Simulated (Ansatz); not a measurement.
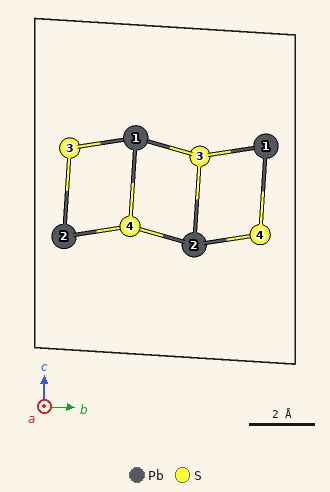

Fig. 1: The structure (ball-and-stick view of the 1 × 2 repeat of the cell, with the vacuum cut short, along the a axis; atoms are numbered from 1 in the order of the input).

## Field-gradient calculation, with input and output: PbS

PbS (C2/m, 4 atoms in the cell), computed with DFT, PBE, PAW with Ansatz's default frozen-core files, scalar-relativistic, no spin polarisation (Ansatz 0.2.0).

The structure derives from an entry of the Crystallography Open Database. It belongs to a series of runs on one base structure; here: equal xx and yy strain of -2 %, PAW files. Figures and captions count atoms from 1; the log counts them from 0 in places.

Output:
```
Pb: output.efg is read without spin–orbit coupling, which moves field gradients at and beside such atoms by some per cent and up to a factor of two; PAW files take it under magnetization.noncollinear and magnetization.spin_orbit
Engine: ansatz 0.2.0, x86_64-unknown-linux-gnu
Pseudopotentials: kind: paw
Pseudopotential: Pb, paw, valence charge 14, recommended cutoff 420 eV (normal), Pb.paw.azcp
Pseudopotential: S, paw, valence charge 6, recommended cutoff 420 eV (normal), S.paw.azcp
Functional definition: PBE
  parameter kappa = 0.804
  parameter beta = 0.06672455060314922
  exchange = pbe_x(kappa = kappa, mu = beta*pi^2/3)
  correlation = pbe_c(beta = beta)
Crystal: 4 atoms, lattice volume = 191.793 Å³
Basis set: ecut = 420 eV, 3761 PW (Γ), exchange–correlation on 60×60×160 points (8 copies of the dense FFT grid, shifted against one another)
Bands: 24, of which v1, the nominal top of the filled ones, is band 20 counted from 1 (19 counted from 0)
Symmetry: 4 space group operations
Space group: C2/m (ITA 12), of the structure as read, at distance tolerance 5.8e-5 Å
k-points: 44 of 147
Non-local potential: Pb, projectors of the file, l = 0: 2, l = 1: 2, l = 2: 2, l = 3: 2
Non-local potential: S, projectors of the file, l = 0: 2, l = 1: 2, l = 2: 2
PAW form: soft (Blöchl's): semilocal exchange-correlation on the pseudo side does not see the compensation charge
PAW one-centre angular grid: Pb, 590 points (default); XC on 64 Gauss nodes
PAW one-centre angular grid: S, 110 points (default); XC on 64 Gauss nodes
Initial density: superposition of atomic densities (neutral atoms: chi_scale 0, normalization atom), corrected by the library's trained network
Initial wavefunctions: pseudopotential atomic-orbital guess
Functional: x = pbe(κ = 0.804, μ = 0.2195149727645171), c = pbe(β = 0.06672455060314922)
SCF iter   1: F=—  HF=-25618.697514 eV  |F-HF|=—  |Δ(HF+E_count)|=         —  Δρ=1.10e-3  dr2=1.58e-2  ethr=1.77e-3  ⟨swp⟩=7.9  Hψ=5727  notcnv=0
preconditioner: auto → Resta (q_TF=auto, 2.101 Å⁻¹)  ε∞=2.5  [insulator: Δε(μ)=1.164 eV  Ē_g=13.840 eV  σ=0.010 eV  W_gap=1.00  n_scr=26 (ndim 8)  ℏωp=17.0 eV  f_vac=0.431  D(μ)=0.00/eV (n_scr^D=0)  ε∞_Penn≈2.5]
SCF iter   2: F=—  HF=-25618.694816 eV  |F-HF|=—  |Δ(HF+E_count)|=   2.70e-3  Δρ=6.45e-4  dr2=3.44e-3  ethr=3.96e-5  ⟨swp⟩=2.8  Hψ=1991  notcnv=0
SCF iter   3: F=—  HF=-25618.694753 eV  |F-HF|=—  |Δ(HF+E_count)|=   6.30e-5  Δρ=2.43e-4  dr2=1.01e-3  ethr=8.61e-6  ⟨swp⟩=3.5  Hψ=1687  notcnv=0
SCF iter   4: F=—  HF=-25618.694642 eV  |F-HF|=—  |Δ(HF+E_count)|=   1.11e-4  Δρ=9.87e-5  dr2=7.16e-5  ethr=2.53e-6  ⟨swp⟩=2.7  Hψ=1541  notcnv=0
SCF iter   5: F=—  HF=-25618.694860 eV  |F-HF|=—  |Δ(HF+E_count)|=   2.18e-4  Δρ=4.25e-5  dr2=7.71e-6  ethr=1.79e-7  ⟨swp⟩=2.7  Hψ=1856  notcnv=0
SCF iter   6: F=—  HF=-25618.694866 eV  |F-HF|=—  |Δ(HF+E_count)|=   6.05e-6  Δρ=1.29e-5  dr2=7.10e-7  ethr=1.93e-8  ⟨swp⟩=2.1  Hψ=2071  notcnv=0
SCF iter   7: F=—  HF=-25618.694868 eV  |F-HF|=—  |Δ(HF+E_count)|=   2.11e-6  Δρ=6.16e-6  dr2=1.31e-7  ethr=2.50e-10  ⟨swp⟩=13.3  Hψ=9445  notcnv=0
SCF iter   8: F=-25618.694869 eV  HF=-25618.694868 eV  |F-HF|=4.00e-8  |Δ(HF+E_count)|=   1.23e-7  Δρ=1.51e-6  dr2=8.33e-9  ethr=2.50e-10  ⟨swp⟩=11.2  Hψ=8167  notcnv=0
SCF 1 converged in 8 iterations: F = -25618.694869 eV  dr2 = 8.33e-9
  greatest PAW one-centre occupation: 0.982 electrons in one spin orbital (limit 2), on the Pb atom at site 1 (counted from 0), in its partial waves of l = 2
```

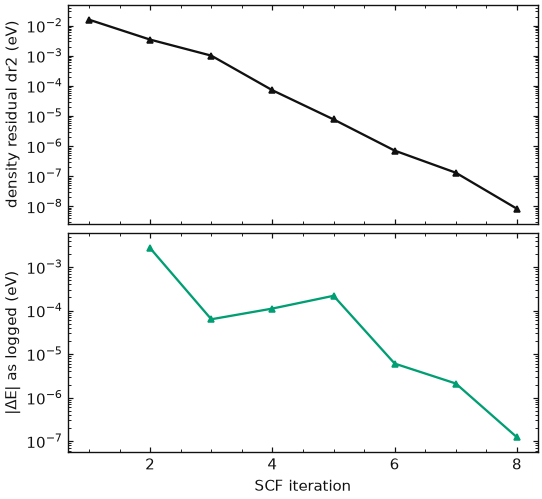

Fig. 2: Convergence of the self-consistent field: density residual dr2 and size of the energy change against the SCF iteration. The residual falls at every step.

```
WARN: The output density's exchange-correlation potential varies sharply where the density is thin. Do not read a vacuum level from v_tot or v_xc, or from such a field of the output density. On a cell that repeats whose density bears no net charge and no dipole along the vacuum's axis use v_es (v_loc + v_h of the components); under efield.dipole_correction with no amplitude use v_es + v_field, which holds any external_charges[].barrier, or the levels of the report's work_function block, which leave it out; under a non-zero efield.amplitude the vacuum is tilted and has no level; on a cell that repeats and bears such a dipole with no correction it is tilted too, and efield.dipole_correction with no amplitude gives each side of its ramp a level where efield: is served; in a cell that repeats whose density bears a net charge (total_charge, or a fill off its count) it is curved and has none; of a slab under crystal.periodic whose density bears no net charge use v_es, which has a level on each side, short of where the two are joined; of another it falls or rises all the way out and has none; of a slab beside external_charges read slab_vacuum_level instead, which it has where they leave it neutral. The grid or the basis barely resolves most such structure, and the values can differ between equally converged runs; as a rule a tighter scf.convergence.dr2_threshold does not remove it. Where the density itself ripples (under the LDA too) a higher basis.ecutwfc lessens it. The files hold the spikes' plane waves up to the density's cutoff. Files: v_tot_of_output_density and the like, and their columns of v_z.tsv (output.write_potential); v_xc_of_output_density and the like, and their columns of v_comp_z.tsv (output.write_potential_components). Measured: with its Gaussian average of σ = 0.25 Å subtracted twice, the exchange-correlation potential is over 0.1 eV at 5540 of the grid points where the equally averaged density (valence and model cores) is under 1e-3 e/Å³, and 1.20 eV at the most among them, at an averaged density of 2.7e-5 e/Å³. The input density's (outcome.potential() and, of a run that writes arrays, v_tot and v_xc) is over 0.1 eV, so measured, at 5406 points of its own thin density, 1.23 eV at the most. See output.write_potential in the manual, Limitations
SCF converged after 8 iterations
Free energy (F): -25618.694869 eV
Harris-Foulkes:  -25618.694868 eV  (|F-HF|=4.00e-8)
Internal energy: -25618.694869 eV  (E = F + TS)
E sigma→0 (E₀):  -25618.694869 eV
Fermi energy:    3.000157 eV
--- Per-component energies (eV) ---
  E_band       = -327.069955
  E_kinetic    = 789.849316
  E_local      = -7416.425269  (includes V_loc(G=0)·N_el)
  E_nonlocal   = 757.472849
  E_hartree    = 3328.689215
  E_xc         = -636.599300
  E_vxc        = -440.501198  (∫ρ·V_xc dr)
  E_paw        = -22009.282943  (= ΣΔE_a)
  E_vpaw       = -674.844395  (= ΣTr[D̂ρ^β])
  E_aug_tail   = 0.000099  (compensation charges beyond the density's cutoff)
  E_ewald      = -432.398836
  E_smearing   = -0.000000  (= −TS)
  E_closure    = -0.000000  (closes the sum)
  Σ components = -25618.694869   (vs F -25618.694869, Δ=0.00e0)
--- Forces (eV/Å), atoms counted from 1 ---
  atom   1  Pb    -0.00207421     0.00000000    -0.18018051
  atom   2  Pb     0.00207421     0.00000000     0.18018051
  atom   3  S     -0.00264794     0.00000000    -0.10509933
  atom   4  S      0.00264794     0.00000000     0.10509933
  max |Σ_I F_I| component: 4.16e-17 eV/Å
--- Stress (GPa, compression-positive) ---
        2.287169       0.000000      -0.010596
        0.000000       3.409314       0.000000
       -0.010596       0.000000      -0.684821
  P = ⅓ Tr σ = 1.6706 GPa (16.706 kbar)
--- PAW observables at the nuclei: V_zz in 10²¹ V/m², potentials from the cell's mean, atoms counted from 1 ---
  atom   1  Pb V_zz =    -6.626301   η = 0.9668   by run symmetry: allowed
            electrostatic potential = -17471.321344 V   contact ρ = 16532616.451117 e/Å³
  atom   2  Pb V_zz =    -6.626301   η = 0.9668   by run symmetry: allowed
            electrostatic potential = -17471.321344 V   contact ρ = 16532616.451117 e/Å³
  atom   3  S  V_zz =    -0.246945   η = 0.8345   by run symmetry: allowed
            electrostatic potential = -1630.004089 V   contact ρ = 19769.502967 e/Å³
  atom   4  S  V_zz =    -0.246945   η = 0.8345   by run symmetry: allowed
            electrostatic potential = -1630.004089 V   contact ρ = 19769.502967 e/Å³
--- Band table (eV; the first three rows and the last of 44) ---
  k-point 0: bands = ["-13.9587", "-13.8567", "-13.8546", "-13.8449", "-13.8088", "-13.8054", "-13.7942", "-13.7854", "-13.7806", "-13.7740", "-10.6893", "-9.1422", "-4.5830", "-2.9267", "-1.0165", "-0.3075", "-0.1619", "0.8007", "0.9234", "2.4345", "3.6299", "5.3214", "7.3208", "7.8824"]
  k-point 1: bands = ["-13.9587", "-13.8567", "-13.8546", "-13.8449", "-13.8088", "-13.8054", "-13.7942", "-13.7854", "-13.7806", "-13.7740", "-10.6893", "-9.1422", "-4.5831", "-2.9263", "-1.0152", "-0.3075", "-0.1619", "0.8007", "0.9234", "2.4345", "3.5281", "5.8089", "7.0659", "7.3209"]
  k-point 2: bands = ["-13.9456", "-13.8543", "-13.8452", "-13.8340", "-13.8101", "-13.8072", "-13.8020", "-13.7900", "-13.7855", "-13.7762", "-10.5567", "-9.0874", "-4.9148", "-3.3670", "-0.9952", "-0.0873", "0.0355", "1.0026", "1.3474", "2.2870", "3.8212", "5.4709", "6.6097", "7.3244"]
  k-point 43: bands = ["-13.9643", "-13.9618", "-13.8347", "-13.8306", "-13.8122", "-13.8107", "-13.7924", "-13.7866", "-13.7500", "-13.7498", "-8.8696", "-8.8124", "-4.6398", "-4.5822", "-2.0450", "-1.6728", "-0.7080", "-0.3226", "0.7508", "0.8475", "5.6963", "6.0489", "7.0731", "7.2364"]
```

File rho_z.tsv:
```
# z_ang	rho[e/angstrom^3]
# format = ansatz-planar-average/11
# lattice	2.881690000	-2.842000000	0.000000000
# lattice	2.881690000	2.842000000	0.000000000
# lattice	-1.058449000	0.000000000	11.709290000
# sites	4
# site	82	3.796501753	0.000000000	7.451557970
# site	82	0.908429247	0.000000000	4.257732030
# site	16	0.913303621	0.000000000	7.009180994
# site	16	3.791627379	0.000000000	4.700109006
0.000000	2.862548e-5
0.146963	3.196149e-5
0.293926	3.729843e-5
0.440889	5.059173e-5
0.587852	6.877389e-5
0.734814	1.000414e-4
0.881777	1.444080e-4
1.028740	2.143305e-4
1.175703	3.160079e-4
1.322666	4.715405e-4
1.469629	7.018675e-4
1.616592	1.051034e-3
1.763555	1.572564e-3
1.910518	2.361368e-3
2.057480	3.550192e-3
2.204443	5.353771e-3
2.351406	8.082156e-3
2.498369	1.222356e-2
2.645332	1.851015e-2
2.792295	2.806015e-2
2.939258	4.254448e-2
3.086221	6.465785e-2
3.233184	9.852773e-2
3.380147	1.505776e-1
3.527109	2.305552e-1
3.674072	3.467266e-1
3.821035	4.977695e-1
3.967998	6.666952e-1
4.114961	8.165316e-1
4.261924	8.989908e-1
4.408887	8.850414e-1
4.555850	7.890135e-1
4.702813	6.546615e-1
4.849775	5.228737e-1
4.996738	4.144311e-1
5.143701	3.306816e-1
5.290664	2.636874e-1
5.437627	2.086585e-1
5.584590	1.673632e-1
5.731553	1.423782e-1
5.878516	1.341222e-1
6.025479	1.423782e-1
6.172441	1.673632e-1
6.319404	2.086585e-1
6.466367	2.636874e-1
6.613330	3.306816e-1
6.760293	4.144311e-1
6.907256	5.228737e-1
7.054219	6.546615e-1
7.201182	7.890135e-1
7.348145	8.850414e-1
7.495107	8.989908e-1
7.642070	8.165316e-1
7.789033	6.666952e-1
7.935996	4.977695e-1
8.082959	3.467266e-1
8.229922	2.305552e-1
8.376885	1.505776e-1
8.523848	9.852773e-2
8.670811	6.465785e-2
8.817774	4.254448e-2
8.964736	2.806015e-2
9.111699	1.851015e-2
9.258662	1.222356e-2
9.405625	8.082156e-3
9.552588	5.353771e-3
9.699551	3.550192e-3
9.846514	2.361368e-3
9.993477	1.572564e-3
10.140440	1.051034e-3
10.287402	7.018675e-4
10.434365	4.715405e-4
10.581328	3.160079e-4
10.728291	2.143305e-4
10.875254	1.444080e-4
11.022217	1.000414e-4
11.169180	6.877389e-5
11.316143	5.059173e-5
11.463106	3.729843e-5
11.610068	3.196149e-5
```

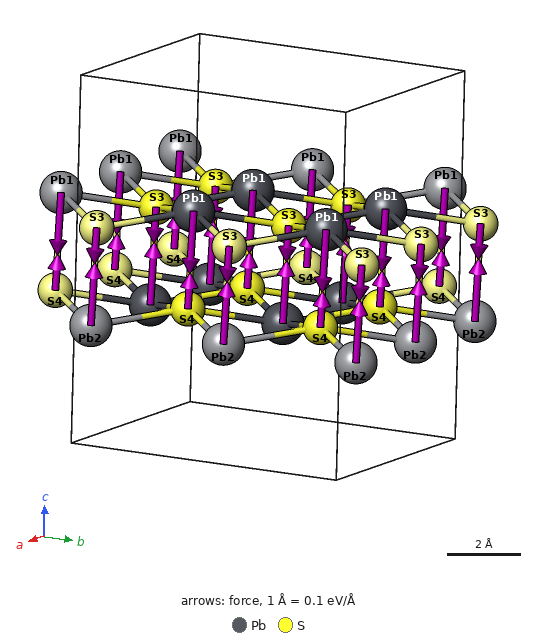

Fig. 3: Forces on the atoms as pink arrows (ball-and-stick view of the 2 × 2 repeat of the cell, with the vacuum cut short, seen slightly off an axis; neighbours outside the cell are drawn fainter; atoms are numbered from 1 in the order of the input). The largest act on Pb1, Pb2 (0.18 eV/Å); S3, S4 (0.11 eV/Å). The geometry is not a stationary point of this energy.

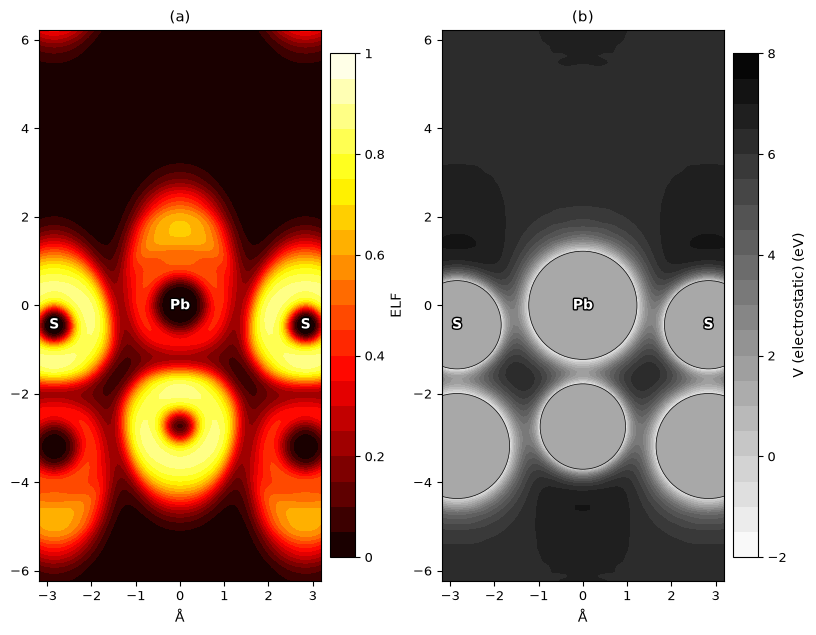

Fig. 4: (a) electron localisation function; (b) electrostatic potential energy of an electron on the (100) plane of the conventional cell. Grey discs, where drawn, cover atomic cores. The section cuts through Pb and S sites. Pb–S (2.88 Å): the ELF peaks at about 0.85 in the valence shell of S, 0.8 Å from its nucleus, and drops to about 0.20 between the two atoms. Outside the cores the potential energy rises away from the atoms and is highest about 1.9 Å from the nearest atoms; outside the discs it spans about 9 eV, and its zero is arbitrary. In a PAW calculation such maps are meaningful between the atoms, not at the nuclei.

The run was set up as follows.

Input file:
```yaml
crystal:
  lattice:
    - [2.88169, -2.842, 0.0]
    - [2.88169, 2.842, 0.0]
    - [-1.058449, 0.0, 11.70929]
  atoms:
    - { symbol: Pb, position: [0.7756, 0.7756, 0.63638] }
    - { symbol: Pb, position: [0.2244, 0.2244, 0.36362] }
    - { symbol: S, position: [0.2684, 0.2684, 0.5986] }
    - { symbol: S, position: [0.7316, 0.7316, 0.4014] }
kpoints:
  mp_grid: { grid: [7, 7, 3] }
scf:
  occupations: { method: fermi_dirac, width: 0.01 }
hamiltonian:
  xc: pbe
  pseudopotentials: { kind: paw }
output:
  forces: true
  stress: true
  eigenvalues: true
  efg: { contact_densities: true }
  write_density: true
  write_potential: true
  elf: true
  volumetric_format: npy
```

Launch command:
```bash
ansatz run input.yaml --threads 1 --pin off --max-ram 4096MiB --backend cpu --events-out ev --progress --plain --runs-dir out
```

Key numbers:

| quantity | value |
| --- | --- |
| outcome | converged |
| space group (tolerance 0.01 Å) | C2/m (12) |
| electrons treated | 40 |
| free energy | −25618.6949 eV |
| Fermi energy | 3.000 eV |
| gap on the k-point mesh | 1.07 eV |
| pressure | 1.67 GPa |
| field gradient V_zz (10²¹ V/m²) | Pb −6.63, Pb −6.63, S −0.25, S −0.25 |
| largest force (length of the vector) | 0.180 eV/Å |
| hardware | 1 thread of Intel Xeon (Sapphire Rapids), 64 GiB of memory available, shared host |
| wall time | 15 s |
| peak memory | 0.6 GiB |

The program warns: the field gradients leave out spin–orbit coupling; the exchange-correlation potential is rough where the density is thin. Spin–orbit coupling is left out, which matters for Pb.
